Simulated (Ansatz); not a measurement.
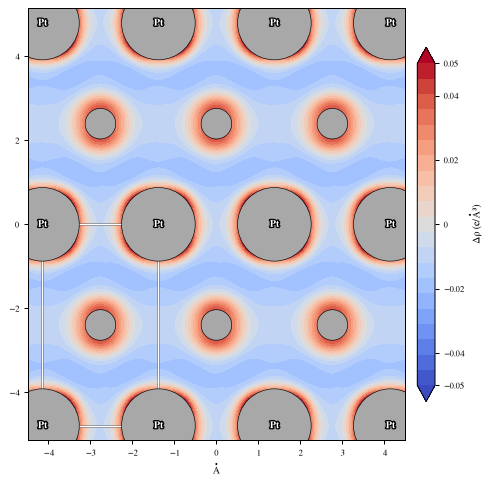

Pt. Difference of the valence pseudo-densities of two functionals at the same geometry, on the (100) plane of the calculation cell: HF less HSESOL.

Space group P6₃/mmc; a structure from a database of computed crystals, not necessarily the ambient phase.

Both computed with Ansatz (plane waves, PAW), on the same k-point mesh. Grey discs cover the atomic cores.

```cif
data_structure
_symmetry_space_group_name_H-M 'P 1'
_symmetry_Int_Tables_number 1
_cell_length_a 2.7607
_cell_length_b 2.7607
_cell_length_c 4.7921
_cell_angle_alpha 90.000
_cell_angle_beta 90.000
_cell_angle_gamma 120.000
_cell_volume 31.63
loop_
_atom_site_label
_atom_site_type_symbol
_atom_site_fract_x
_atom_site_fract_y
_atom_site_fract_z
_atom_site_occupancy
Pt1 Pt 0.33333 0.66667 0.25000 1
Pt2 Pt 0.66667 0.33333 0.75000 1
```

Question: What does the difference map show?

Answer: Against HSESOL, HF gives more density around Pt (+0.009 e/Å³ on average at 1.0 Å from the nucleus), less density in the space between the atoms (−0.015 e/Å³ on average) and a change of −0.008 e/Å³ at the midpoint of Pt–Pt.
